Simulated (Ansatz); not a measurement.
WS2: single-point calculation (part 1 of 2)

The run: single-point calculation of WS2 (R3m, 48 atoms in the cell). Method and program: DFT PBE, scalar-relativistic, plane waves, PAW, no spin polarisation (Ansatz 0.2.0).

The structure derives from a Materials Project entry. It belongs to a series of runs on one base structure; here: the perfect crystal in a cell of 48 atoms.

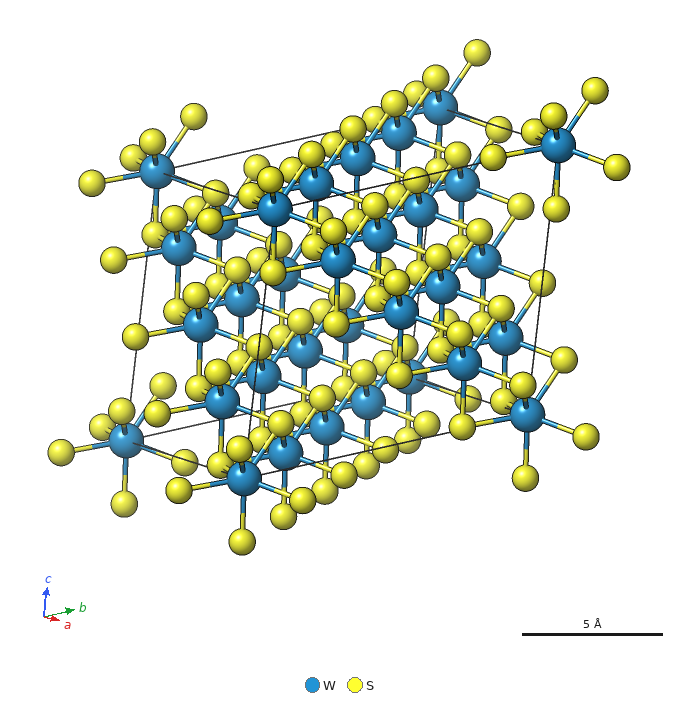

*The structure as given in the input (ball-and-stick view of the cell of the calculation, seen slightly off an axis; bonded neighbours outside the cell are drawn too).*

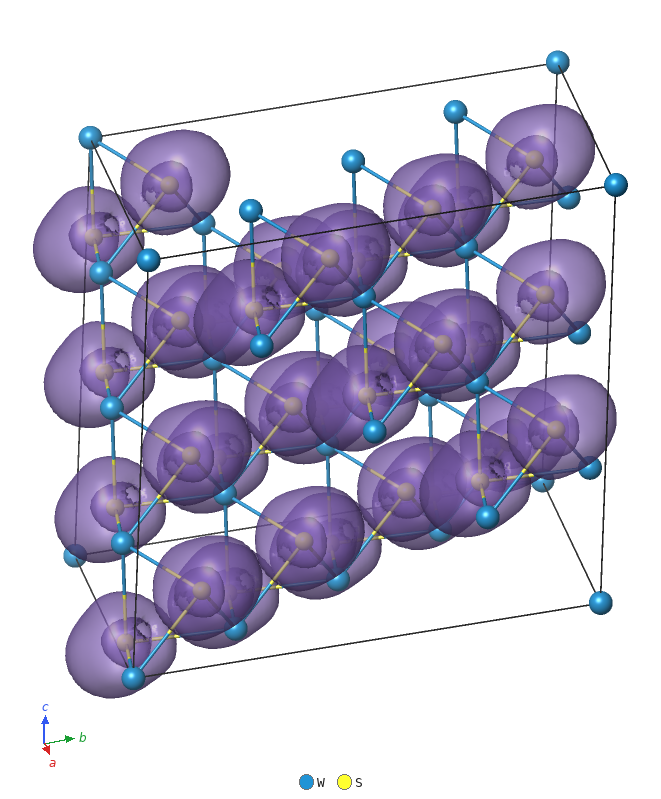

*Isosurface of the electron localisation function at 0.7 (purple), seen at an oblique angle. Core shells and regions of very low density are left out. Sticks mark near contacts. The outline is the calculation cell.*

Along the contacts the grid gives the following. W–S (2.42 Å): the ELF is about 0.50 at the midpoint. In a PAW calculation such maps are meaningful between the atoms, not at the nuclei.

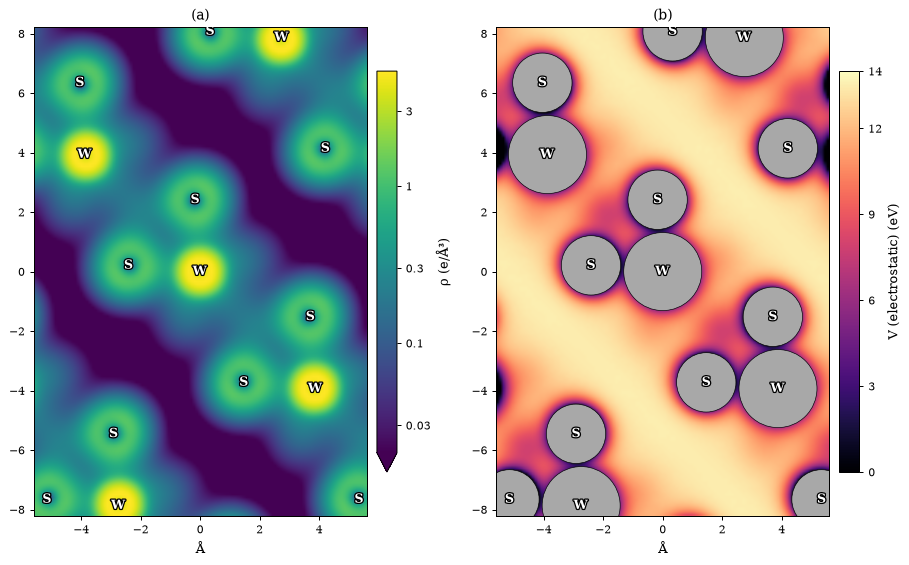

*(a) valence electron density; (b) electrostatic potential energy of an electron on the (101̄) plane of the calculation cell. Grey discs, where drawn, cover atomic cores.*

Atoms in the plane: W and S. W–S (2.42 Å): ρ is about 0.62 e/Å³ halfway. Away from the nuclei the density in this plane falls to 0.003 e/Å³ at its lowest. Outside the cores the potential energy rises away from the atoms and is highest about 2.3 Å from the nearest atoms; outside the discs it spans about 13 eV, and its zero is arbitrary.

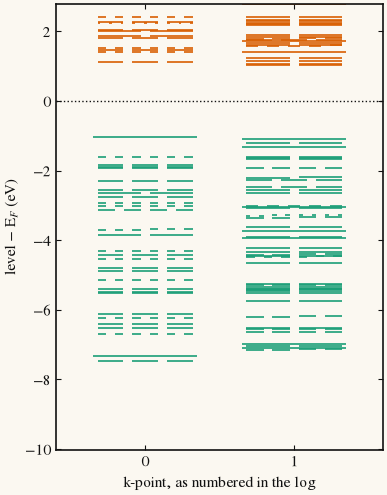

*Kohn–Sham levels near the Fermi level (dotted) at the few k-points that the log prints; levels within 0.02 eV of each other stand side by side.*

Among these points the highest filled and lowest empty levels are 2.05 eV apart, which is the gap on the mesh.

The input and output of the run follow.

Input
```yaml
crystal:
  lattice:
    - [6.375494673, 3.6808935657, 7.4744489262]
    - [-6.375494673, 3.6808935657, 7.4744489262]
    - [0.0, -7.3617871314, 7.4744489262]
  atoms:
    - { symbol: W, position: [0.0006774492, 0.2506774492, 0.7506774492] }
    - { symbol: W, position: [0.0006774492, 0.5006774492, 0.5006774492] }
    - { symbol: W, position: [0.0006774492, 0.7506774492, 0.2506774492] }
    - { symbol: W, position: [0.2506774492, 0.0006774492, 0.7506774492] }
    - { symbol: W, position: [0.0006774492, 0.0006774492, 0.0006774492] }
    - { symbol: W, position: [0.2506774492, 0.2506774492, 0.5006774492] }
    - { symbol: W, position: [0.2506774492, 0.5006774492, 0.2506774492] }
    - { symbol: W, position: [0.5006774492, 0.7506774492, 0.7506774492] }
    - { symbol: W, position: [0.2506774492, 0.7506774492, 0.0006774492] }
    - { symbol: W, position: [0.5006774492, 0.0006774492, 0.5006774492] }
    - { symbol: W, position: [0.5006774492, 0.2506774492, 0.2506774492] }
    - { symbol: W, position: [0.7506774492, 0.5006774492, 0.7506774492] }
    - { symbol: W, position: [0.5006774492, 0.5006774492, 0.0006774492] }
    - { symbol: W, position: [0.7506774492, 0.7506774492, 0.5006774492] }
    - { symbol: W, position: [0.7506774492, 0.0006774492, 0.2506774492] }
    - { symbol: W, position: [0.7506774492, 0.2506774492, 0.0006774492] }
    - { symbol: S, position: [0.4040742748, 0.6540742748, 0.1540742748] }
    - { symbol: S, position: [0.4040742748, 0.9040742748, 0.9040742748] }
    - { symbol: S, position: [0.4040742748, 0.1540742748, 0.6540742748] }
    - { symbol: S, position: [0.6540742748, 0.4040742748, 0.1540742748] }
    - { symbol: S, position: [0.4040742748, 0.4040742748, 0.4040742748] }
    - { symbol: S, position: [0.6540742748, 0.6540742748, 0.9040742748] }
    - { symbol: S, position: [0.6540742748, 0.9040742748, 0.6540742748] }
    - { symbol: S, position: [0.9040742748, 0.1540742748, 0.1540742748] }
    - { symbol: S, position: [0.6540742748, 0.1540742748, 0.4040742748] }
    - { symbol: S, position: [0.9040742748, 0.4040742748, 0.9040742748] }
    - { symbol: S, position: [0.9040742748, 0.6540742748, 0.6540742748] }
    - { symbol: S, position: [0.1540742748, 0.9040742748, 0.1540742748] }
    - { symbol: S, position: [0.9040742748, 0.9040742748, 0.4040742748] }
    - { symbol: S, position: [0.1540742748, 0.1540742748, 0.9040742748] }
    - { symbol: S, position: [0.1540742748, 0.4040742748, 0.6540742748] }
    - { symbol: S, position: [0.1540742748, 0.6540742748, 0.4040742748] }
    - { symbol: S, position: [0.263948276, 0.513948276, 0.013948276] }
    - { symbol: S, position: [0.263948276, 0.763948276, 0.763948276] }
    - { symbol: S, position: [0.263948276, 0.013948276, 0.513948276] }
    - { symbol: S, position: [0.513948276, 0.263948276, 0.013948276] }
    - { symbol: S, position: [0.263948276, 0.263948276, 0.263948276] }
    - { symbol: S, position: [0.513948276, 0.513948276, 0.763948276] }
    - { symbol: S, position: [0.513948276, 0.763948276, 0.513948276] }
    - { symbol: S, position: [0.763948276, 0.013948276, 0.013948276] }
    - { symbol: S, position: [0.513948276, 0.013948276, 0.263948276] }
    - { symbol: S, position: [0.763948276, 0.263948276, 0.763948276] }
    - { symbol: S, position: [0.763948276, 0.513948276, 0.513948276] }
    - { symbol: S, position: [0.013948276, 0.763948276, 0.013948276] }
    - { symbol: S, position: [0.763948276, 0.763948276, 0.263948276] }
    - { symbol: S, position: [0.013948276, 0.013948276, 0.763948276] }
    - { symbol: S, position: [0.013948276, 0.263948276, 0.513948276] }
    - { symbol: S, position: [0.013948276, 0.513948276, 0.263948276] }
basis:
  ecutwfc: 420
  xc_grid: 2
kpoints:
  mp_grid: { grid: [2, 2, 2], shift: [0.5, 0.5, 0.5] }
hamiltonian:
  xc: pbe
scf:
  occupations: { method: gaussian, width: 0.01 }
output:
  forces: true
  stress: true
  eigenvalues: true
  write_density: true
  write_potential: true
  elf: true
  volumetric_format: npy
```

Run as:
```bash
ansatz run input.yaml --threads 4 --pin off --max-ram 6144MiB --backend cpu --events-out ev --progress --plain --runs-dir out
```

Output
```
Engine: ansatz 0.2.0, aarch64-unknown-linux-gnu
Pseudopotentials: kind: paw
Pseudopotential: W, paw, valence charge 14, recommended cutoff 420 eV (normal), W.paw.azcp
Pseudopotential: S, paw, valence charge 6, recommended cutoff 420 eV (normal), S.paw.azcp
Functional definition: PBE
  parameter kappa = 0.804
  parameter beta = 0.06672455060314922
  exchange = pbe_x(kappa = kappa, mu = beta*pi^2/3)
  correlation = pbe_c(beta = beta)
Crystal: 48 atoms, lattice volume = 1052.441 Å³
Basis set: ecut = 420 eV, 20557 PW (Γ), exchange–correlation on 144×144×144 points (8 copies of the dense FFT grid, shifted against one another)
Bands: 256, of which v1, the nominal top of the filled ones, is band 208 counted from 1 (207 counted from 0)
Symmetry: 96 space group operations
Space group: R3m (ITA 160), of the structure as read, at distance tolerance 1.0e-4 Å
k-points: 2 of 8 (time reversal used)
Non-local potential: W, projectors of the file, l = 0: 3, l = 1: 2, l = 2: 2, l = 3: 1
Non-local potential: S, projectors of the file, l = 0: 2, l = 1: 2, l = 2: 2
PAW form: soft (Blöchl's): semilocal exchange-correlation on the pseudo side does not see the compensation charge
PAW one-centre angular grid: W, 590 points (default); XC on 64 Gauss nodes
PAW one-centre angular grid: S, 110 points (default); XC on 64 Gauss nodes
Initial density: superposition of atomic densities (neutral atoms: chi_scale 0, normalization atom), corrected by the library's trained network
Initial wavefunctions: pseudopotential atomic-orbital guess
Functional: x = pbe(κ = 0.804, μ = 0.2195149727645171), c = pbe(β = 0.06672455060314922)
SCF iter   1: F=—  HF=-195063.021157 eV  |F-HF|=—  |Δ(HF+E_count)|=         —  Δρ=5.19e-3  dr2=3.76e-1  ethr=1.77e-3  ⟨swp⟩=7.5  Hψ=2137  notcnv=0  defer=33
preconditioner: auto → Resta (q_TF=auto, 2.337 Å⁻¹)  ε∞=6.6  [insulator: Δε(μ)=2.025 eV  Ē_g=8.243 eV  σ=0.010 eV  W_gap=1.00  n_scr=214 (ndim 8)  ℏωp=19.4 eV  f_vac=0.192  D(μ)=0.00/eV (n_scr^D=0)  ε∞_Penn≈6.6]
SCF iter   2: F=—  HF=-195063.020865 eV  |F-HF|=—  |Δ(HF+E_count)|=   2.92e-4  Δρ=2.64e-3  dr2=3.39e-2  ethr=9.03e-5  ⟨swp⟩=2.5  Hψ=784  notcnv=0  defer=79
SCF iter   3: F=—  HF=-195063.045934 eV  |F-HF|=—  |Δ(HF+E_count)|=   2.51e-2  Δρ=1.32e-3  dr2=1.11e-2  ethr=8.14e-6  ⟨swp⟩=2.0  Hψ=693  notcnv=0  defer=79
SCF iter   4: F=—  HF=-195063.055890 eV  |F-HF|=—  |Δ(HF+E_count)|=   9.96e-3  Δρ=1.38e-4  dr2=4.31e-4  ethr=2.67e-6  ⟨swp⟩=2.0  Hψ=674  notcnv=0  defer=79
SCF iter   5: F=—  HF=-195063.055925 eV  |F-HF|=—  |Δ(HF+E_count)|=   3.49e-5  Δρ=5.01e-5  dr2=8.64e-5  ethr=1.04e-7  ⟨swp⟩=2.0  Hψ=721  notcnv=0  defer=79
SCF iter   6: F=—  HF=-195063.060304 eV  |F-HF|=—  |Δ(HF+E_count)|=   4.38e-3  Δρ=1.49e-5  dr2=6.11e-6  ethr=2.08e-8  ⟨swp⟩=2.0  Hψ=657  notcnv=0  defer=79
SCF iter   7: F=—  HF=-195063.060305 eV  |F-HF|=—  |Δ(HF+E_count)|=   1.73e-6  Δρ=4.09e-6  dr2=3.49e-7  ethr=1.47e-9  ⟨swp⟩=2.0  Hψ=706  notcnv=0  defer=79
SCF iter   8: F=-195063.060306 eV  HF=-195063.060306 eV  |F-HF|=1.55e-8  |Δ(HF+E_count)|=   5.21e-7  Δρ=1.80e-6  dr2=7.72e-8  ethr=2.40e-11  ⟨swp⟩=18.0  Hψ=4312  notcnv=0
SCF 1 converged in 8 iterations: F = -195063.060306 eV  dr2 = 7.72e-8
  greatest PAW one-centre occupation: 1.000 electrons in one spin orbital (limit 2), on the W atom at site 15 (counted from 0), in its partial waves of l = 0
SCF converged after 8 iterations
Free energy (F): -195063.060306 eV
Harris-Foulkes:  -195063.060306 eV  (|F-HF|=1.55e-8)
Internal energy: -195063.060306 eV  (E = F + TS)
E sigma→0 (E₀):  -195063.060306 eV
Fermi energy:    8.910520 eV
--- Per-component energies (eV) ---
  E_band       = -4297.419697
  E_kinetic    = 10639.941340
  E_local      = -43869.047947  (includes V_loc(G=0)·N_el)
  E_nonlocal   = 915.929900
  E_hartree    = 18402.597138
  E_xc         = -7386.248733
  E_vxc        = -6629.118374  (∫ρ·V_xc dr)
  E_paw        = -156208.900535  (= ΣΔE_a)
  E_vpaw       = -2160.321908  (= ΣTr[D̂ρ^β])
  E_aug_tail   = -0.000947  (compensation charges beyond the density's cutoff)
  E_ewald      = -17557.330523
  E_smearing   = -0.000000  (= −TS)
  E_closure    = -0.000000  (closes the sum)
  Σ components = -195063.060306   (vs F -195063.060306, Δ=0.00e0)
```
